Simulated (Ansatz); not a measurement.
Consider this structure.

```
C
1.0
     2.31043   -0.09915    0.02953
    -1.06935   -2.29173    0.12314
    -0.09837    0.53040   -8.31263
C
8
Cartesian
  0.0000 0.0000 0.0000
  1.1941 -2.1131 -3.9935
  1.1046 -0.4389 -6.1731
  1.1460 -0.6951 -2.0228
  -1.1351 -1.8566 -6.6123
  2.2689 0.0625 -2.5651
  1.1377 -0.5111 -4.6098
  1.1698 -0.8019 -0.4311
```

**Characterise the structure given above.**

The element is carbon. Its symmetry is the lowest possible, P1. The cell holds eight atoms.

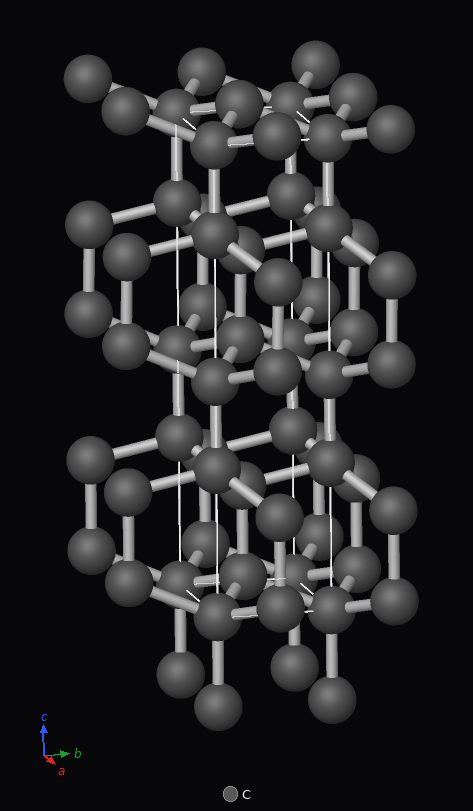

Ball-and-stick representation of a periodic structure, projected slightly off an axis. Atoms at the boundary of the unit cell (the box) are drawn once for each face, edge or corner they touch. The bonded neighbours beyond the faces are included. Colours: carbon dark grey.

The structure was taken from an entry, possibly a prediction, of the Crystallography Open Database. The cell was then strained or its atoms displaced on purpose. It went into a calculation with Ansatz.

At this level of theory the run's own cell isn't at rest (compressed, at 17 GPa and forces up to 2.2 eV/Å), so its distances can differ from those at equilibrium, the more so the softer the solid.
